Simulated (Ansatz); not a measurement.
# From LDA to G0W0: VBiO4 (Clinobisvanite), part 2 of 3

Wanted: the gap of VBiO4 (Clinobisvanite) with a many-body correction, and the time that it takes.

Ansatz 0.2.0; LDA, then G0W0 on it, plane waves, PAW. Known limits of the many-body steps: finite bands, screening cutoff and k mesh; no spin-orbit coupling in G0W0; no spin polarisation.

So far. Step 2 (The LDA band structure): Over mesh and path the gap is 2.176 eV, from k = (0.000, 0.000, 0.333) to k = (0.167, 0.167, 0.167). The least direct gap found is 2.252 eV, at k = (0.167, 0.167, 0.167). The pressure in this cell is -6 GPa; the cell is kept.

## (3) The quasiparticle correction

G0W0 replaces the xc potential by a self-energy built once from the orbitals of the start. Levels are corrected in the window of bands that the input names, at points of the mesh.

This step: G0W0 on LDA, plane waves, PAW.

input.yaml

```yaml
crystal:
  lattice:
    - [3.6235830947, -5.8486, 0.0]
    - [3.6235830947, 5.8486, 0.0]
    - [-3.5500110127, 0.0, 3.6473943918]
  atoms:
    - { symbol: V, position: [0.87, 0.13, 0.75] }
    - { symbol: V, position: [0.13, 0.87, 0.25] }
    - { symbol: Bi, position: [0.3665, 0.6335, 0.75] }
    - { symbol: Bi, position: [0.6335, 0.3665, 0.25] }
    - { symbol: O, position: [0.9383, 0.3547, 0.6388] }
    - { symbol: O, position: [0.6453, 0.0617, 0.8612] }
    - { symbol: O, position: [0.0617, 0.6453, 0.3612] }
    - { symbol: O, position: [0.3547, 0.9383, 0.1388] }
    - { symbol: O, position: [0.8113, 0.7099, 0.8796] }
    - { symbol: O, position: [0.2901, 0.1887, 0.6204] }
    - { symbol: O, position: [0.1887, 0.2901, 0.1204] }
    - { symbol: O, position: [0.7099, 0.8113, 0.3796] }
kpoints:
  mp_grid: { grid: [4, 4, 4] }
hamiltonian:
  xc: lda
scf:
  occupations: { method: fixed }
gw:
  n_empty_bands: 847
  ecut_chi: 180.0
  qp_bands: [v4, c4]
  qp_kpoints: band_edges
  screening: { model: contour_deformation }
```

Run with:

```
$ ansatz run input.yaml --threads 3 --pin off --max-ram 92160MiB --backend cuda --events-out ev --progress --plain --runs-dir out --devices 1 --max-vram 13GiB  # rebuilt from the run's record
```

Numbers of over 12 decimals in the logs are rounded to 6 here.

What it wrote:

```text
GPUs: using 1 of 1 available (devices: 1).
[...]
GPU FFT provider: cuFFT
GPU libraries: cuBLAS 13.8.2, cuFFT 12.4.0, cuSOLVER 12.3.4
Crystal: 12 atoms, lattice volume = 154.598 Å³
Basis set: ecut = 420 eV, 3041 PW (Γ)
Bands: 64, of which v1, the nominal top of the filled ones, is band 52 counted from 1 (51 counted from 0)
Symmetry: 4 space group operations
[...]
k-points: 24 of 64
[...]
GPU buffer pool allocated for 82944 grid points (all kernels)
[...]
SCF iter   1: F=—  HF=-34338.364183 eV  |F-HF|=—  |Δ(HF+E_count)|=         —  Δρ=1.90e-2  dr2=5.22e-1  ethr=1.77e-3  ⟨swp⟩=4.0  Hψ=4600  notcnv=0  defer=201
[...]
SCF iter   9: F=-34338.252701 eV  HF=-34338.252701 eV  |F-HF|=1.59e-8  |Δ(HF+E_count)|=   4.33e-8  Δρ=3.82e-6  dr2=2.85e-8  ethr=9.62e-11  ⟨swp⟩=8.6  Hψ=5237  notcnv=0
SCF 1 converged in 9 iterations: F = -34338.252701 eV  dr2 = 2.85e-8
[...]
NSCF: frozen V_eff on 24 k-points, pencils in batches of 32, up to order 256
the band table was solved once the SCF had ended and its energy, with any forces and stress, was formed, with the checks that follow a solve (5762 applications of the Hamiltonian). They found nothing against the state; the energy, forces and stress were not computed again (output.eigenvalues in the input reference)
[...]
NSCF: frozen V_eff on 24 k-points
G₀W₀ screening: q 1/24
[... further progress lines ...]
[...]
SCF converged after 9 iterations
Free energy (F): -34338.252701 eV
[...]
Internal energy: -34338.252701 eV  (E = F + TS)
E sigma→0 (E₀):  -34338.252701 eV
Fermi energy:    8.072697 eV
[...]
--- Band table (eV; the first three rows and the last of 24) ---
  k-point 0: bands = [... 48 lower, 7.1428, 7.4507, 7.5070, 7.6654, 10.6044, 11.0442, 11.3615, 11.5448, ... 8 higher]
  k-point 1: bands = [... 48 lower, 7.1081, 7.2989, 7.5381, 8.0502, 10.6540, 10.8111, 11.0569, 11.2191, ... 8 higher]
  k-point 2: bands = [... 48 lower, 7.2507, 7.2507, 7.7105, 7.7105, 10.9497, 10.9497, 11.2445, 11.2445, ... 8 higher]
  k-point 23: bands = [... 48 lower, 7.2736, 7.2736, 7.8246, 7.8246, 11.0238, 11.0238, 11.2017, 11.2017, ... 8 higher]
--- G₀W₀: contour deformation, 7 samples at zero and on the imaginary axis and 1 off it, 64 q-points, 847 empty bands' worth ---
  eigenvalues of the whole cell's RPA ε∞ on this k-mesh (on a slab, of 1 + 4πα/V) = 5.9449, 6.8869, 7.2924; static W/v taken at q = 0 is 0.147708
  bands read: the sum over 899 bands ends inside a degenerate multiplet in 3 slots, whose members it reads at an even weight; the widest, k=2: bands 899 to 900 (counted from 1) at 1/2 each
  gw.qp_kpoints: band_edges: 24 of 24 stored k-points solved, in 1 pass; an edge of the gap read off the rows below is read off those points alone
    ik  band        ε_KS         Σx   Σc(E_QP)       V_xc       Z   E_QP_lin       E_QP  E_QP is
     0    49      7.1428   -23.6909     3.0194   -20.4413  0.7200     6.9115     6.9126  root
     0    50      7.4507   -25.2881     4.3826   -20.5770  0.7030     7.1198     7.1222  root
     0    51      7.5070   -25.6521     4.5802   -20.7314  0.7080     7.1640     7.1665  root
     0    52      7.6654   -25.7979     4.0454   -21.4595  0.7159     7.3709     7.3725  root
     0    53     10.6044   -15.8026    -6.0893   -23.1949  0.7211    11.9445    11.9074  root
     0    54     11.0442   -16.4836    -6.2097   -23.9966  0.7124    12.3892    12.3475  root
     0    55     11.3615   -17.1499    -6.5834   -25.0239  0.6842    12.7099    12.6520  root
     0    56     11.5448   -17.2217    -6.6273   -25.0574  0.6826    12.8118    12.7532  root
     1    49      7.1081   -25.3462     4.3808   -20.6593  0.7044     6.8000     6.8021  root
     1    50      7.2989   -25.4062     4.4745   -20.6037  0.7007     6.9684     6.9708  root
     1    51      7.5381   -25.6018     4.3504   -20.9393  0.7065     7.2239     7.2259  root
     1    52      8.0502   -24.2409     2.8349   -21.1894  0.7288     7.8329     7.8336  root
     1    53     10.6540   -15.7176    -5.9672   -22.8836  0.7193    11.8861    11.8528  root
     1    54     10.8111   -16.1907    -6.1310   -23.6149  0.7167    12.1426    12.1044  root
     1    55     11.0569   -15.9543    -5.9986   -23.1862  0.7114    12.3291    12.2903  root
     1    56     11.2191   -16.6714    -6.3670   -24.3265  0.7019    12.5540    12.5071  root
     2    49      7.2507   -25.2352     4.3389   -20.5875  0.7038     6.9399     6.9420  root
     2    50      7.2507   -25.2352     4.3389   -20.5875  0.7038     6.9399     6.9420  root
     2    51      7.7105   -24.4422     3.1437   -21.0066  0.7294     7.4171     7.4186  root
     2    52      7.7105   -24.4422     3.1437   -21.0066  0.7294     7.4171     7.4186  root
     2    53     10.9497   -16.4202    -6.2239   -23.8902  0.7020    12.2388    12.1959  root
     2    54     10.9497   -16.4202    -6.2239   -23.8902  0.7020    12.2388    12.1959  root
     2    55     11.2445   -15.8104    -6.0682   -23.1410  0.7171    12.5457    12.5069  root
     2    56     11.2445   -15.8104    -6.0682   -23.1410  0.7171    12.5457    12.5069  root
     3    49      7.2816   -25.4358     4.3768   -20.7424  0.7052     6.9629     6.9650  root
     3    50      7.3201   -25.0490     4.2803   -20.4379  0.7074     6.9870     6.9894  root
     3    51      7.4720   -25.5867     4.3149   -20.9623  0.7084     7.1605     7.1625  root
     3    52      7.7937   -24.3271     3.0676   -21.0415  0.7243     7.5749     7.5757  root
     3    53     10.6462   -15.9067    -6.1310   -23.3303  0.7203    11.9762    11.9389  root
     3    54     10.9867   -16.2613    -6.1303   -23.6548  0.7103    12.2904    12.2499  root
     3    55     11.1034   -16.6225    -6.4061   -24.2966  0.6960    12.4191    12.3715  root
     3    56     11.2274   -16.5137    -6.1649   -23.9230  0.7051    12.5146    12.4718  root
     4    49      7.1691   -25.3392     4.3991   -20.6228  0.7014     6.8495     6.8518  root
     4    50      7.2653   -25.4977     4.3987   -20.7770  0.7056     6.9410     6.9433  root
     4    51      7.6809   -25.2750     3.7859   -21.2038  0.7169     7.3941     7.3956  root
     4    52      8.0358   -24.6103     3.0388   -21.3168  0.7296     7.7800     7.7810  root
     4    53     10.4249   -15.5700    -6.0244   -22.8343  0.7199    11.6989    11.6647  root
     4    54     11.0664   -15.9582    -6.1416   -23.3554  0.7129    12.3622    12.3221  root
     4    55     11.1877   -16.0829    -6.1116   -23.4496  0.7120    12.4834    12.4428  root
     4    56     11.2374   -16.6354    -6.4730   -24.4153  0.6972    12.5951    12.5444  root
[...]
22    53     10.6197   -16.0098    -6.0778   -23.3323  0.7135    11.9014    11.8644  root
    22    54     11.0765   -16.7247    -6.3460   -24.3370  0.6978    12.3892    12.3428  root
    22    55     11.2456   -16.7726    -6.5913   -24.6999  0.6958    12.6340    12.5816  root
    22    56     11.3148   -15.9197    -6.1202   -23.3035  0.7171    12.6180    12.5784  root
    23    49      7.2736   -25.3857     4.5379   -20.5100  0.7027     6.9331     6.9357  root
    23    50      7.2736   -25.3857     4.5379   -20.5100  0.7027     6.9331     6.9357  root
    23    51      7.8246   -24.5058     3.0399   -21.1868  0.7318     7.5442     7.5454  root
    23    52      7.8246   -24.5058     3.0399   -21.1868  0.7318     7.5442     7.5454  root
    23    53     11.0238   -16.6484    -6.4066   -24.3320  0.6954    12.3493    12.3008  root
    23    54     11.0238   -16.6484    -6.4066   -24.3320  0.6954    12.3493    12.3008  root
    23    55     11.2017   -15.8890    -6.0720   -23.2312  0.7178    12.5108    12.4720  root
    23    56     11.2017   -15.8890    -6.0720   -23.2312  0.7178    12.5108    12.4720  root
```

Elapsed: 4.3 min, on 1 × NVIDIA H100 80GB HBM3 (shared by 6 runs) with 3 threads of AMD EPYC 7R13 (Zen 3), shared host; peak memory 4.9 GiB; 7.8 min of CPU time.

Numbers from this step:

* bands summed: 899
* RPA ε∞ on this mesh (eigenvalues): 5.945, 6.887, 7.292
* plane waves in the screening matrix: 841
* q-points in the mesh: 64
* G0W0 gap over the corrected points: 3.792 eV
* k of the valence top: 0, 0, 0.25
* k of the conduction bottom: 0, -0.5, -0.5
* starting gap on the mesh: 2.276 eV
* Z at the valence top: 0.7288
* Z at the conduction bottom: 0.7189
* least direct G0W0 gap over the corrected points: 3.816 eV

Over all 24 irreducible mesh points the G0W0 gap is 3.792 eV, from k = (0.000, 0.000, 0.250) to k = (0.000, -0.500, -0.500). The LDA gap of this run on the mesh is 2.276 eV. Other states bound it: the two that bound the G0W0 gap lie 2.299 eV apart in LDA, so state for state the correction is 3.792 − 2.299 = +1.493 eV, while gap against gap it is 3.792 − 2.276 = +1.516 eV. The start of this run differs from the step before in mesh (6×6×6 and 4×4×4).

Labels follow the order of the start: v1 is the top filled band, c1 the lowest empty one; levels that stay degenerate share a row, the window can cut a multiplet, doubted levels are not marked in this list, bands outside the window were not corrected, and the list may be a part of the corrected levels. Levels before and after the correction, in eV, zero at the valence-band top of each column:

|  | conduction bottom | valence top |
| --- | --- | --- |
| Kohn-Sham | 2.28 | 0.00 |
| G0W0 | 3.79 | 0.00 |

|  | level | occupation | energy (eV) |
| --- | --- | --- | --- |
| Kohn-Sham | (0 0 0.25) v3 | 2 | -0.774 |
| Kohn-Sham | (0 0 0.25) v2 | 2 | -0.535 |
| Kohn-Sham | (0 0 0.25) v1 | 2 | -0.023 |
| Kohn-Sham | (0 0 0.25) c1 | 0 | 2.581 |
| Kohn-Sham | (0 0 0.25) c2 | 0 | 2.738 |
| Kohn-Sham | (0 0 0.25) c3 | 0 | 2.984 |
| Kohn-Sham | (0 -0.5 -0.5) v3 | 2 | -0.793 |
| Kohn-Sham | (0 -0.5 -0.5) v2 | 2 | -0.424 |
| Kohn-Sham | (0 -0.5 -0.5) v1 | 2 | -0.160 |
| Kohn-Sham | (0 -0.5 -0.5) c1 | 0 | 2.276 |
| Kohn-Sham | (0 -0.5 -0.5) c2 | 0 | 2.653 |
| Kohn-Sham | (0 -0.5 -0.5) c3 | 0 | 3.168 |
| G0W0 | (0 0 0.25) v3 | 2 | -0.863 |
| G0W0 | (0 0 0.25) v2 | 2 | -0.608 |
| G0W0 | (0 0 0.25) v1 | 2 | 0.000 |
| G0W0 | (0 0 0.25) c1 | 0 | 4.019 |
| G0W0 | (0 0 0.25) c2 | 0 | 4.271 |
| G0W0 | (0 0 0.25) c3 | 0 | 4.457 |
| G0W0 | (0 -0.5 -0.5) v3 | 2 | -0.855 |
| G0W0 | (0 -0.5 -0.5) v2 | 2 | -0.462 |
| G0W0 | (0 -0.5 -0.5) v1 | 2 | -0.164 |
| G0W0 | (0 -0.5 -0.5) c1 | 0 | 3.792 |
| G0W0 | (0 -0.5 -0.5) c2 | 0 | 4.097 |
| G0W0 | (0 -0.5 -0.5) c3 | 0 | 4.677 |

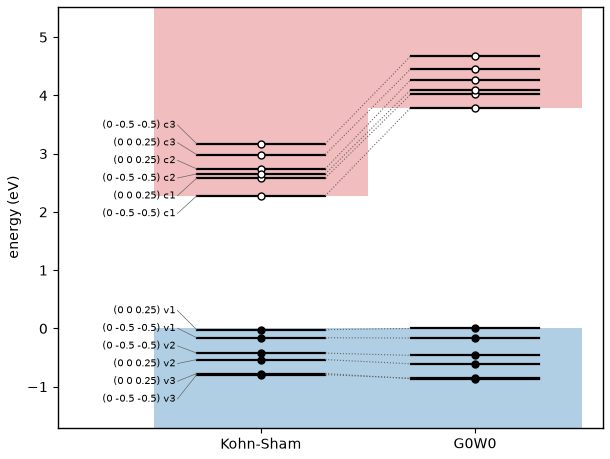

Levels before and after the correction. Shaded: valence and conduction bands. Filled marks are occupied levels, open marks empty ones.

The parts of the quasiparticle energy for the two states that bound the G0W0 gap, in eV on the run's own scale (QP = start + Σx + Σc − Vxc, with Σc at the quasiparticle energy):

| edge | k | band | start | Σx | Σc | Vxc | Z | QP |
| --- | --- | --- | --- | --- | --- | --- | --- | --- |
| valence top | (0.000, 0.000, 0.250) | 52 | 8.050 | −24.241 | 2.835 | −21.189 | 0.729 | 7.834 |
| conduction bottom | (0.000, -0.500, -0.500) | 53 | 10.349 | −15.526 | −6.251 | −23.052 | 0.719 | 11.625 |

## (4) Spin-orbit coupling

This run has two-component orbitals with spin-orbit coupling.

This step: DFT, LDA with spin-orbit coupling, plane waves, PAW.

input.yaml, the sections that differ from step 3:

```yaml
kpoints:
  mp_grid: { grid: [6, 6, 6] }
  band_path:
    path:
      - [0.0, 0.0, 0.0]
      - [0.0, 0.0, 0.5]
      - [-0.25874073, 0.25874073, 0.5]
      - [-0.74125927, -0.25874073, 0.5]
      - [-0.5, -0.5, 0.5]
      - [-0.5, 0.5, 0.0]
      - [-0.5, 0.0, 0.5]
      - [-0.5, 0.0, 0.0]
      - [0.0, 0.0, 0.3333333333]
      - [0.1666666667, 0.1666666667, 0.1666666667]
    npoints: 1
scf:
  occupations: { method: fixed }
  n_extra_bands: 16
magnetization:
  noncollinear: true
  spin_orbit: true
output:
  eigenvalues: true
  forces: true
  stress: true
# crystal, hamiltonian: as in step 3
# gw: removed
```

What it wrote:

```text
[...]
GPUs: using 1 of 1 available (devices: 1).
[...]
non-collinear run that drives no moment, with spin-orbit: no starting moment large enough to seed its density (crystal.atoms[].spin), no starting occupations that ask for one, no magnetisation constraint and no magnetic field, so the semilocal B_xc is pinned to zero
[...]
GPU FFT provider: cuFFT
GPU libraries: cuBLAS 13.8.2, cuFFT 12.4.0, cuSOLVER 12.3.4
Crystal: 12 atoms, lattice volume = 154.598 Å³
Basis set: ecut = 420 eV, 3041 PW (Γ)
Bands: 120, of which v1, the nominal top of the filled ones, is band 104 counted from 1 (103 counted from 0)
Symmetry: 4 space group operations + 4 with time reversal
[...]
k-points: 68 of 216
Projection manifold: j_resolved (fully-relativistic pseudo-atomic orbitals)
[...]
GPU buffer pool allocated for 82944 grid points (all kernels)
[...]
SCF iter   1: F=—  HF=-34420.417191 eV  |F-HF|=—  |Δ(HF+E_count)|=         —  Δρ=8.40e-2  dr2=1.89e1  dr2_m=0.00e0 (ungated)  ethr=3.10e-3  |M|=0.00e0 ∫|m|=0.00e0 μB  |m|>n=0.0e0 m-floor=0.0e0 τ_xc=0.0e0  β_m=0.30  ⟨swp⟩=4.3  Hψ=15080  notcnv=0  defer=626
[...]
spin=Noncollinear: Resta preconditioning applied to the charge; magnetization (m_x, m_y, m_z) channels mix plain (no charge-response kernel on spin).
[...]
site 10: m = (+0.0000, +0.0000, +0.0000) μB, |m| = 0.0000 μB  (R = 0.70 Å)
  site 11: m = (+0.0000, +0.0000, +0.0000) μB, |m| = 0.0000 μB  (R = 0.70 Å)
Free energy (F): -34417.215507 eV
[...]
Internal energy: -34417.215507 eV  (E = F + TS)
E sigma→0 (E₀):  -34417.215507 eV
Fermi energy:    8.137982 eV
[...]
--- Forces (eV/Å), atoms counted from 1 ---
  atom   1  V     -0.00000000    -0.00840301    -0.00000000
  atom   2  V      0.00000000     0.00840301     0.00000000
  atom   3  Bi    -0.00000000    -0.09285176    -0.00000000
  atom   4  Bi     0.00000000     0.09285176     0.00000000
  atom   5  O     -0.24637093    -0.13707663     0.07060009
  atom   6  O      0.24637093    -0.13707663    -0.07060009
  atom   7  O      0.24637093     0.13707663    -0.07060009
  atom   8  O     -0.24637093     0.13707663     0.07060009
  atom   9  O      0.08030783    -0.17700484     0.15263143
  atom  10  O     -0.08030783    -0.17700484    -0.15263143
  atom  11  O     -0.08030783     0.17700484    -0.15263143
  atom  12  O      0.08030783     0.17700484     0.15263143
  max |Σ_I F_I| component: 5.55e-17 eV/Å
--- Stress (GPa, compression-positive) ---
       -6.137084       0.000000       0.005603
        0.000000      -6.012197      -0.000000
        0.005602      -0.000000      -6.397857
  P = ⅓ Tr σ = -6.1824 GPa (-61.824 kbar)
--- Band table (eV; the first three rows and the last of 68) ---
  k-point 0: bands = [... 100 lower, 7.4512, 7.4512, 7.6218, 7.6218, 10.3979, 10.3979, 10.8969, 10.8969, ... 12 higher]
  k-point 1: bands = [... 100 lower, 7.4720, 7.4720, 7.7033, 7.7033, 10.3781, 10.3781, 10.8027, 10.8027, ... 12 higher]
  k-point 2: bands = [... 100 lower, 7.4636, 7.4636, 8.1380, 8.1380, 10.3145, 10.3145, 10.6937, 10.6937, ... 12 higher]
  k-point 67: bands = [... 100 lower, 7.8034, 7.8034, 7.8034, 7.8034, 10.7753, 10.7753, 10.7753, 10.7753, ... 12 higher]
[key lines of the parts left out:]
SCF converged after 11 iterations
Magnetization: |M| = 0.0000 μB,  M = (+0.0000, +0.0000, +0.0000) μB
```

The job ended after 8.5 s (1 × NVIDIA H100 80GB HBM3 (shared by 6 runs) with 3 threads; peak memory 1.2 GiB; 18 s of CPU time).

Numbers from this step:

| Item | Value |
| --- | --- |
| pressure | -6.182 GPa |
| gap | 2.022 eV |
| valence top at | k = (0.000, 0.000, 0.333) |
| conduction bottom at | k = (0.167, 0.167, 0.167) |
| least direct gap | 2.104 eV |

Over mesh and listed points the gap is 2.022 eV, from k = (0.000, 0.000, 0.333) to k = (0.167, 0.167, 0.167). The least direct gap found is 2.104 eV, at k = (0.167, 0.167, 0.167). The pressure in this cell is -6 GPa; the cell is kept. LDA+SOC against LDA: 2.022 − 2.176 = −0.154 eV, with the same mesh, set of files (read in its fully relativistic form for the spin-orbit run) and cutoff, and both edges at the same k points. The spin-orbit run sees mesh and listed points alone, so its gap is an upper bound: the coupling can move an edge off these points, and the change over the zone, its sign included where it is small, is not known.

(Part 2 of 3 ends here.)

[Paths, hosts, dates, memory and timing lines, banners, echoed tables and standing remarks are left out of the program output.]

[Logs are printed without paths, hosts, clocks, repeated set-up lines and the standing remarks that a program may print on its own settings, such as how far it seeks lower states.]

[Runs of the session that timed out or met a known fault of the program may be left out.]

[Cells called generated may have been cut or substituted from an entry of the Crystallography Open Database or the Materials Project.]

[Hosts, paths, dates, database ids (printed as entryN), source tags and the programs' standing remarks are cut or masked in the printed files.]

[Where an RPA ε∞ is given, it is that of the G0W0 mesh and is not shown converged in it. Names of k-points follow the symmetry that the program found, which can be lower than the space group named. Band edges on a path are those of the sampled points; other points can move an edge, and change direct to indirect where valleys lie close.]

[Hybrid gaps are those of their k-mesh and are not shown converged in it.]
